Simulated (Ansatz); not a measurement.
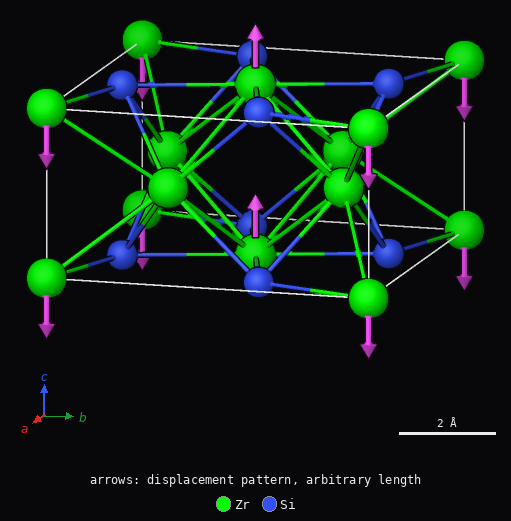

The lowest optical mode of crystalline Zr$_{3}$Si$_{2}$, space group P4/mbm (No. 127), at the zone centre. The pink arrows give the relative displacements of the atoms. Style: ball-and-stick. Shown: the cell of the calculation, slightly off an axis.

Level of theory: DFT LDA, scalar-relativistic, plane waves, PAW (Ansatz). Settings: plane-wave cutoff 420 eV; k-point mesh 6 × 6 × 10; occupations fermi dirac; smearing width 0.15 eV; no spin polarisation.

The frequencies depend somewhat on the k-mesh and the smearing.

Is this crystal at a minimum with respect to the drawn distortion?

Answer. Yes: this softest mode has a real frequency, and so have all others here. That speaks for this wave vector alone: the rest of the zone wasn't checked in this run. This is the A₁u mode at 128 cm⁻¹, the lowest optical level, silent by symmetry (neither infrared- nor Raman-active). The Zr (4h) and Si atoms stay at rest; all motion is along c; atoms of one kind move against one another, with no net shift of their sublattice.
